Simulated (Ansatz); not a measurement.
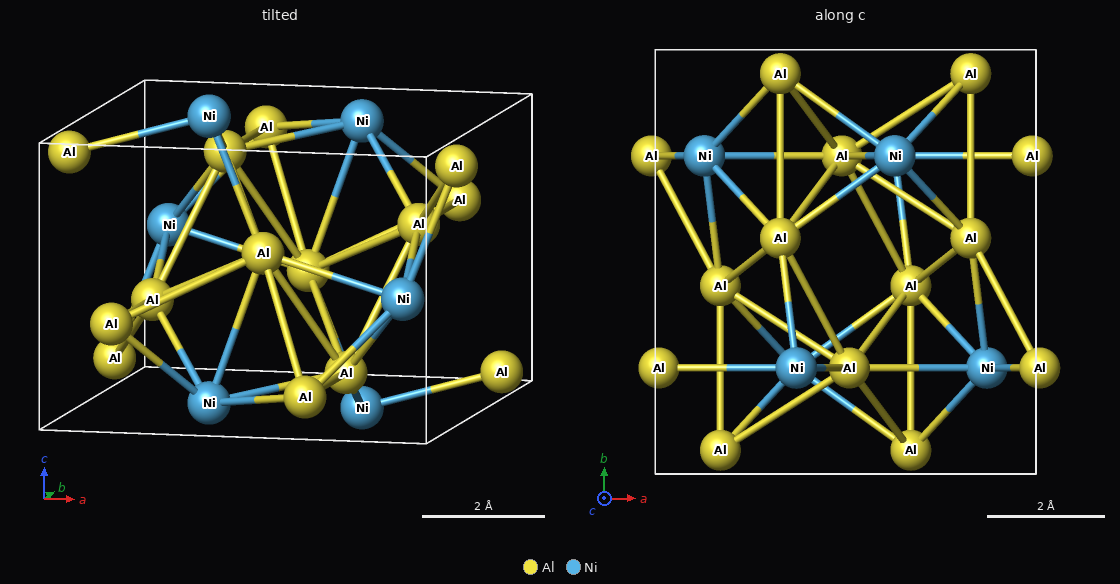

This ball-and-stick model is shown slightly off an axis and along the c axis. The parallelepiped is the conventional unit cell. Cell: a = 6.559 Å, b = 7.304 Å, c = 4.771 Å, α = 90.00°, β = 90.00°, γ = 90.00°.

Its composition is Al₃Ni. It belongs to space group Pnma (No. 62) and has a primitive orthorhombic lattice. Counting shared atoms by their share gives 12 Al, 4 Ni, or 16 atoms. By contacts within bonding range, the coordination numbers are Al 9 to 10 (mean 9.7) and Ni 9.

It derives from a structure listed in the Materials Project. The atoms were relaxed in a fixed cell with DFT PBEsol, scalar-relativistic, plane waves, PAW (Ansatz 0.2.0).
